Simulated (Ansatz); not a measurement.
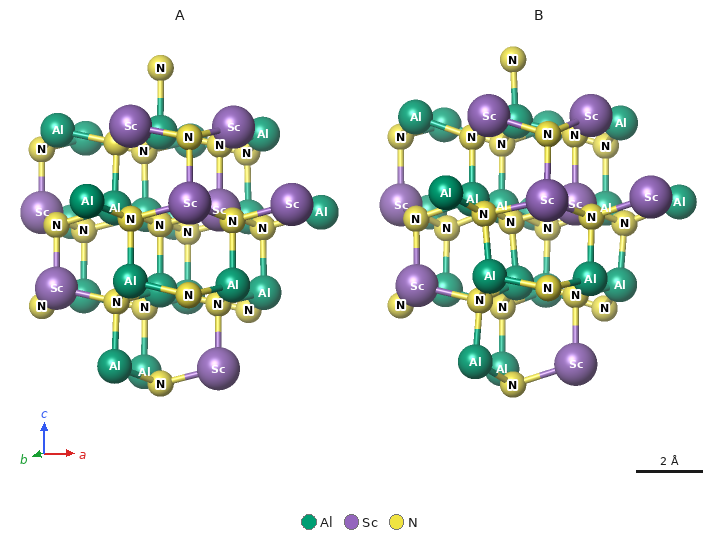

Two geometries of a crystal of Al$_{36}$Sc$_{12}$N$_{48}$ (a generated structure, set up in P1), drawn at one scale. One is the start of a relaxation, the other its converged end. The picture is a ball-and-stick view of the atoms within 5.0 Å of the atom that moves most (axes of the cell of the calculation), seen from a free direction.

These are results of DFT, PBEsol, PAW, plane waves in Ansatz 0.2.0, not measurements. Settings: plane-wave cutoff 420 eV; k-point mesh 1 × 1 × 1; mesh shifted by (0.25, 0.25, 0.25); no spin polarisation; cell relaxed at fixed alpha, beta, gamma; force threshold 0.03 eV/Å; at most 80 steps.

> Which geometry has the lower energy?

Structure B is the relaxed one. The energy falls by 11.257 eV per cell of the calculation in 7 geometry steps. Largest force component: 4 eV/Å at the start, 0.007 eV/Å at the end. Pressure: 3.82 GPa at the start and −0.02 GPa at the end. The atom that moves furthest relative to the cell is an N atom (0.26 Å along [−2 1 −1]). By element the largest moves are N 0.26 Å, Al 0.22 Å, Sc 0.20 Å. The drawn cell changes as follows: a 9.775 → 9.672 Å (−1.1 %), b 11.287 → 11.191 Å (−0.9 %), c 9.702 → 9.994 Å (+3.0 %); the volume changes by +1.1 %. Near-neighbour distances that change, for instance: Sc–Sc 3.070 → 3.319 Å, Sc–Sc 3.207 → 3.445 Å, Sc–Sc 3.044 → 3.267 Å, N–Sc 1.898 → 2.095 Å. Among the angles between lasting bonds that change: Al–N–Sc 119.1° → 107.2°, Al–N–Al 102.2° → 112.3°, Al–N–Sc 116.4° → 106.3°. The space group stays P1 (No. 1). The run took 11 s on 1 × NVIDIA GB300 Max-Q with 8 threads of Arm Neoverse-V2, peak memory 2.1 GiB.
